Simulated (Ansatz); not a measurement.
Run report: WS₂, band-structure calculation (part 2 of 2)

WS₂ (6 atoms in the cell); DFT, PBE, plane waves, PAW, no spin polarisation (Ansatz 0.2.0); cutoff 420 eV, 12×12×2 k-mesh, Fermi–Dirac smearing of 0.02 eV. The structure was built on a prototype by a generator. The geometry comes from this level: r2scan-rvv10 (a point of a series of strains). It belongs to a series of runs on one base structure; here: hydrostatic strain -2.0%.

Geometry of the input (Å; fractional positions):
```
3.1065  0.0000  0.0000
-1.5533  2.6903  0.0000
0.0000  0.0000  12.2412
W  0.3333  0.6667  0.2500
W  0.6667  0.3333  0.7500
S  0.6667  0.3333  0.3792
S  0.6667  0.3333  0.1208
S  0.3333  0.6667  0.8792
S  0.3333  0.6667  0.6208
```

### File rho_z.tsv, continued
```
7.344749	4.295564e-1
7.480763	4.463343e-1
7.616777	4.658343e-1
7.752791	4.928004e-1
7.888805	5.178896e-1
8.024819	5.290200e-1
8.160833	5.265654e-1
8.296847	5.345449e-1
8.432861	5.922727e-1
8.568874	7.239179e-1
8.704888	9.115249e-1
8.840902	1.096037e0
8.976916	1.220423e0
9.112930	1.273230e0
9.248944	1.273230e0
9.384958	1.220423e0
9.520972	1.096037e0
9.656985	9.115249e-1
9.792999	7.239179e-1
9.929013	5.922727e-1
10.065027	5.345449e-1
10.201041	5.265654e-1
10.337055	5.290200e-1
10.473069	5.178896e-1
10.609083	4.928004e-1
10.745096	4.658343e-1
10.881110	4.463343e-1
11.017124	4.295564e-1
11.153138	4.011123e-1
11.289152	3.511886e-1
11.425166	2.839347e-1
11.561180	2.132675e-1
11.697194	1.523368e-1
11.833208	1.072270e-1
11.969221	7.767186e-2
12.105235	6.127756e-2
```

### File v_z.tsv
```
# z_ang	v_es[eV]	v_tot[eV]
# format = ansatz-planar-average/11
# xc	pbe
# density_cutoff_ev	1680
# datasets	W=:simpson_from_first_knot:soft	S=:simpson_from_first_knot:soft
# lattice	3.106547367	-0.000000000	0.000000000
# lattice	-1.553273684	2.690348938	0.000000000
# lattice	0.000000000	0.000000000	12.241249141
# sites	6
# site	74	0.000000000	1.793565959	3.060312285
# site	74	1.553273684	0.896782979	9.180936856
# site	16	1.553273684	0.896782979	4.641662020
# site	16	1.553273684	0.896782979	1.478962551
# site	16	0.000000000	1.793565959	10.762286591
# site	16	0.000000000	1.793565959	7.599587122
0.000000	1.640308e1	1.068087e1
0.136014	1.630739e1	1.042973e1
0.272028	1.600443e1	9.664544e0
0.408042	1.543683e1	8.439947e0
0.544056	1.449771e1	6.721442e0
0.680069	1.293332e1	4.260756e0
0.816083	1.062768e1	1.066943e0
0.952097	8.035274e0	-2.326544e0
1.088111	5.861648e0	-5.283241e0
1.224125	4.448585e0	-7.471249e0
1.360139	3.658138e0	-8.888441e0
1.496153	3.262117e0	-9.650872e0
1.632167	3.134836e0	-9.856695e0
1.768180	3.284010e0	-9.551822e0
1.904194	3.799081e0	-8.799895e0
2.040208	4.557079e0	-7.919895e0
2.176222	4.800686e0	-7.725359e0
2.312236	3.771581e0	-8.981323e0
2.448250	1.540828e0	-1.168145e1
2.584264	-1.171616e0	-1.503921e1
2.720278	-3.692562e0	-1.821179e1
2.856291	-5.597002e0	-2.061760e1
2.992305	-6.613303e0	-2.190468e1
3.128319	-6.613303e0	-2.190468e1
3.264333	-5.597002e0	-2.061760e1
3.400347	-3.692562e0	-1.821179e1
3.536361	-1.171616e0	-1.503921e1
3.672375	1.540828e0	-1.168145e1
3.808389	3.771581e0	-8.981323e0
3.944403	4.800686e0	-7.725359e0
4.080416	4.557079e0	-7.919895e0
4.216430	3.799081e0	-8.799895e0
4.352444	3.284010e0	-9.551822e0
4.488458	3.134836e0	-9.856695e0
4.624472	3.262117e0	-9.650872e0
4.760486	3.658138e0	-8.888441e0
4.896500	4.448585e0	-7.471249e0
5.032514	5.861648e0	-5.283241e0
5.168527	8.035274e0	-2.326544e0
5.304541	1.062768e1	1.066943e0
5.440555	1.293332e1	4.260756e0
5.576569	1.449771e1	6.721442e0
5.712583	1.543683e1	8.439947e0
5.848597	1.600443e1	9.664544e0
5.984611	1.630739e1	1.042973e1
6.120625	1.640308e1	1.068087e1
6.256638	1.630739e1	1.042973e1
6.392652	1.600443e1	9.664544e0
6.528666	1.543683e1	8.439947e0
6.664680	1.449771e1	6.721442e0
6.800694	1.293332e1	4.260756e0
6.936708	1.062768e1	1.066943e0
7.072722	8.035274e0	-2.326544e0
7.208736	5.861648e0	-5.283241e0
7.344749	4.448585e0	-7.471249e0
7.480763	3.658138e0	-8.888441e0
7.616777	3.262117e0	-9.650872e0
7.752791	3.134836e0	-9.856695e0
7.888805	3.284010e0	-9.551822e0
8.024819	3.799081e0	-8.799895e0
8.160833	4.557079e0	-7.919895e0
8.296847	4.800686e0	-7.725359e0
8.432861	3.771581e0	-8.981323e0
8.568874	1.540828e0	-1.168145e1
8.704888	-1.171616e0	-1.503921e1
8.840902	-3.692562e0	-1.821179e1
8.976916	-5.597002e0	-2.061760e1
9.112930	-6.613303e0	-2.190468e1
9.248944	-6.613303e0	-2.190468e1
9.384958	-5.597002e0	-2.061760e1
9.520972	-3.692562e0	-1.821179e1
9.656985	-1.171616e0	-1.503921e1
9.792999	1.540828e0	-1.168145e1
9.929013	3.771581e0	-8.981323e0
10.065027	4.800686e0	-7.725359e0
10.201041	4.557079e0	-7.919895e0
10.337055	3.799081e0	-8.799895e0
10.473069	3.284010e0	-9.551822e0
10.609083	3.134836e0	-9.856695e0
10.745096	3.262117e0	-9.650872e0
10.881110	3.658138e0	-8.888441e0
11.017124	4.448585e0	-7.471249e0
11.153138	5.861648e0	-5.283241e0
11.289152	8.035274e0	-2.326544e0
11.425166	1.062768e1	1.066943e0
11.561180	1.293332e1	4.260756e0
11.697194	1.449771e1	6.721442e0
11.833208	1.543683e1	8.439947e0
11.969221	1.600443e1	9.664544e0
12.105235	1.630739e1	1.042973e1
```

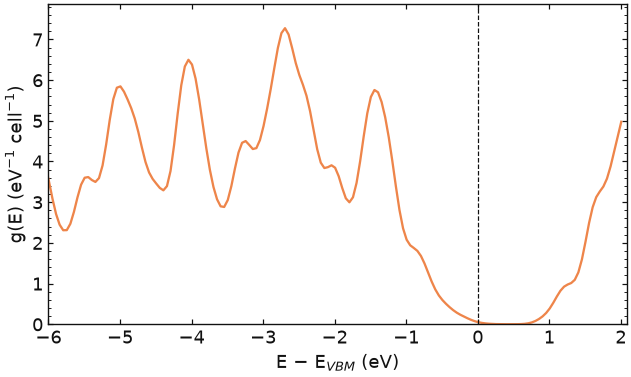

Figure 1. Density of states (the curve is built from the levels of the k mesh with Gaussians 0.3 eV wide, which also blur the band edges), with energies from the valence-band top. There is a gap of 0.95 eV on the k-point mesh. The curves stop near 1.6 eV above the Fermi level, where the computed bands end. Small ripples come from the finite k-point mesh.

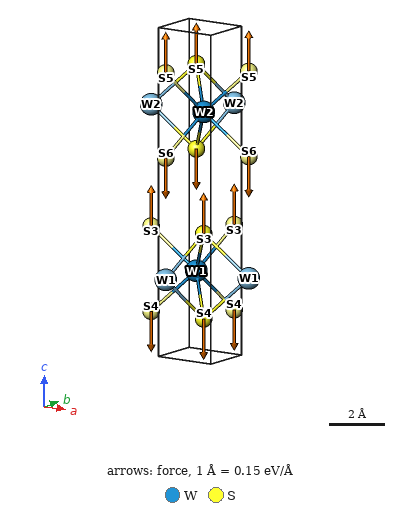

Figure 2. Forces on the atoms as orange arrows (ball-and-stick view of the cell of the calculation, seen slightly off an axis; neighbours outside the cell are drawn fainter; atoms are numbered from 1 in the order of the input). The largest act on all 4 S atoms (0.23 eV/Å). The geometry is not a stationary point of this energy.

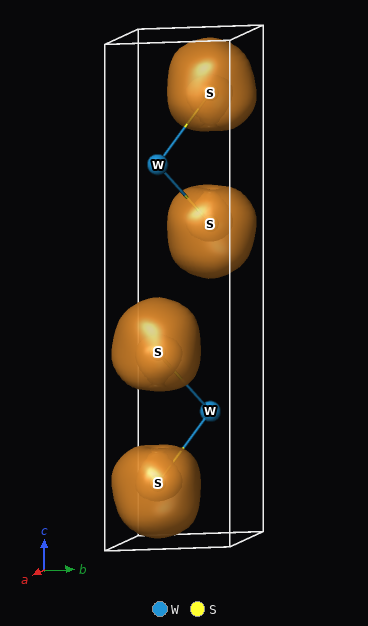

Figure 3. Isosurface of the electron localisation function at 0.7 (orange), seen slightly off an axis. Only the valence region is drawn (cores and ρ < 0.01 e/Å³ removed). Sticks mark near contacts. The outline is the cell set on symmetry axes. Values along the shortest contacts: W–S (2.39 Å): the ELF is about 0.50 at the midpoint. Core electrons are frozen (PAW), so the fields are smoothed inside the atomic spheres.

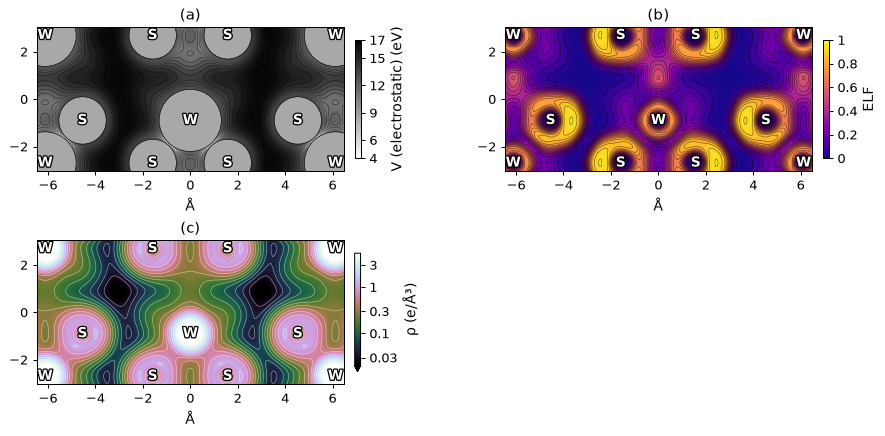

Figure 4. (a) electrostatic potential (local pseudopotential plus Hartree) felt by an electron; (b) electron localisation function; (c) valence pseudo-density on the (110) plane of the conventional cell. Grey discs, where drawn, cover atomic cores. W–S (2.39 Å): ρ is about 0.65 e/Å³ halfway; the ELF is about 0.50 at the midpoint. Away from the nuclei the density in this plane falls to 0.02 e/Å³ at its lowest. The ELF has a maximum of about 0.55 in the space between the atoms. The strong features right at W lie inside the PAW spheres (semicore, d or f shells) and say nothing about bonding. Outside the cores the potential energy rises away from the atoms and is highest about 2.3 Å from the nearest atoms; outside the discs it spans about 12 eV, and its zero is arbitrary.

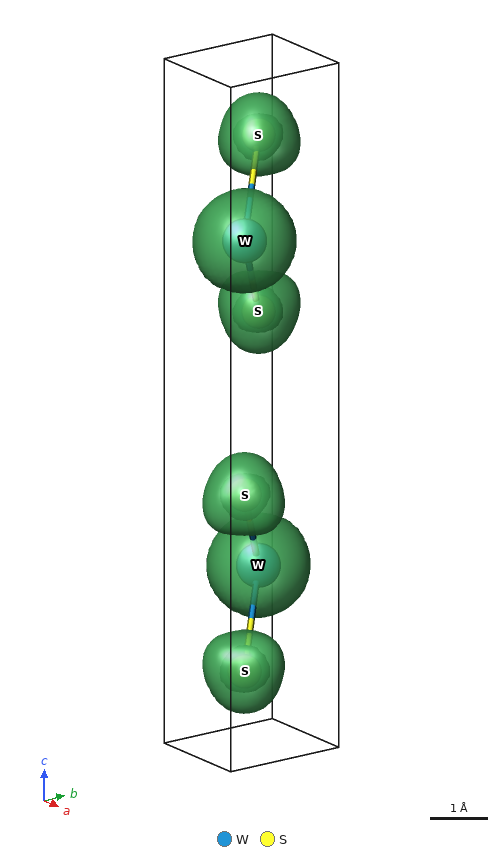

Figure 5. Isosurface of the valence charge density (pseudo) at 1 e/Å³ (green), seen slightly off an axis. Sticks mark near contacts. The outline is the cell set on symmetry axes. At this value the density breaks into separate islands; it holds about 45 % of the electrons treated as valence (semicore included). It is pinched off along the W–S (2.39 Å) contacts. On the grid the lowest density along these lines, outside the cores, is 0.64 e/Å³ (W–S, 2.39 Å).

### Summary

```tsv
quantity	value
outcome	converged
space group (tolerance 0.01 Å)	P6₃/mmc (194)
electrons treated	52
free energy	−24382.5972 eV
Fermi energy	12.776 eV
gap on the k-point mesh	0.95 eV
pressure	8.76 GPa
largest force (length of the vector)	0.231 eV/Å
wall time	3.3 s (CPU time 6.2 s)
peak memory	0.56 GiB
```

### Remarks

Spin–orbit coupling is left out, which matters for W. The cell is under a pressure of 8.8 GPa at this level, so it is not at its equilibrium volume.
